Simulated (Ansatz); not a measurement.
Zr

```
Zr
1.0
     6.47712    0.00000    0.00000
     0.00000    6.47712    0.00000
     0.00000    0.00000    6.47712
Zr
8
Direct
  0.75000 0.25000 0.25000
  0.25000 0.75000 0.25000
  0.25000 0.25000 0.75000
  0.75000 0.75000 0.75000
  0.50000 0.00000 0.00000
  0.00000 0.50000 0.00000
  0.00000 0.00000 0.50000
  0.50000 0.50000 0.50000
```

Space group Fd-3m; set up as Zr, diamond; a generated structure, not necessarily the stable one; changed on purpose from its base cell (volume × 0.92); computed pressure about 2 GPa in this cell; spin-polarised.

The calculation used Ansatz, DFT, r2SCAN, plane waves (500 eV) with PAW, scalar-relativistic.

What will maps of the valence pseudo-density, electron localisation function and spin density show?

Answer. Zr–Zr (2.80 Å): the density is about 0.32 e/Å³ at the midpoint; the ELF is about 0.40 at the midpoint.
The spin density sits on Zr: +1.3 μB (×8) in one cell of 8 atoms: parallel main moments (a ferromagnetic arrangement) in this solution. The cell of the calculation (2 atoms) carries 4.2 μB of net spin moment.

Metal or insulator at this level of theory?

Answer. It is metallic or semimetallic at this level of theory: no gap opens.

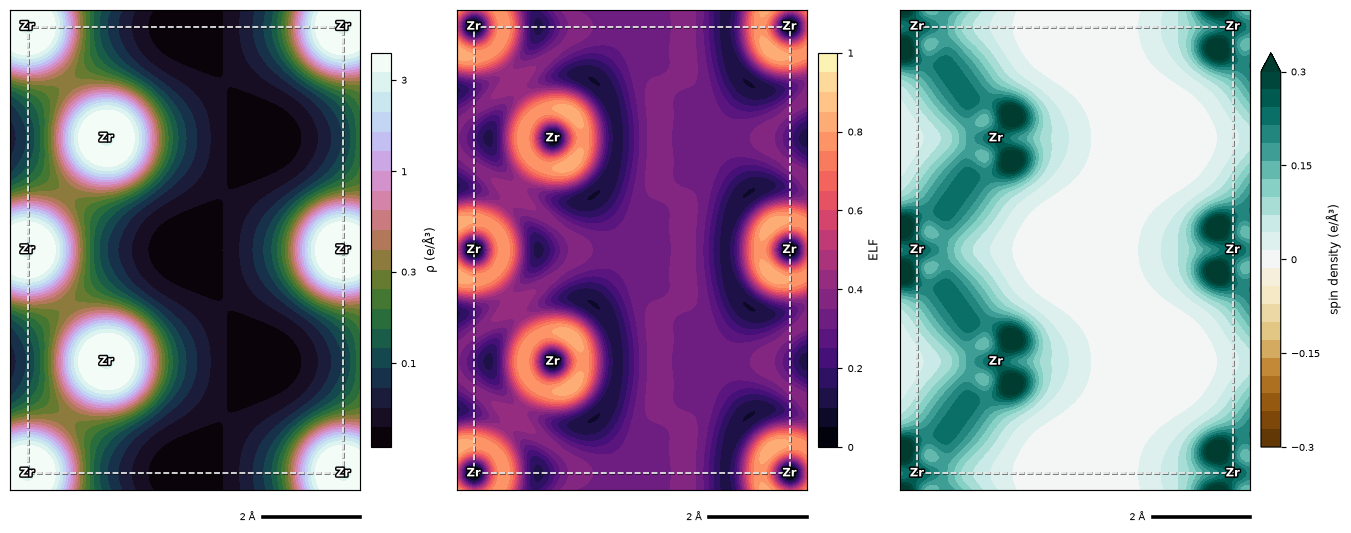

Computed valence pseudo-density, electron localisation function and spin density on the (101) plane of the conventional cell, in this order. 
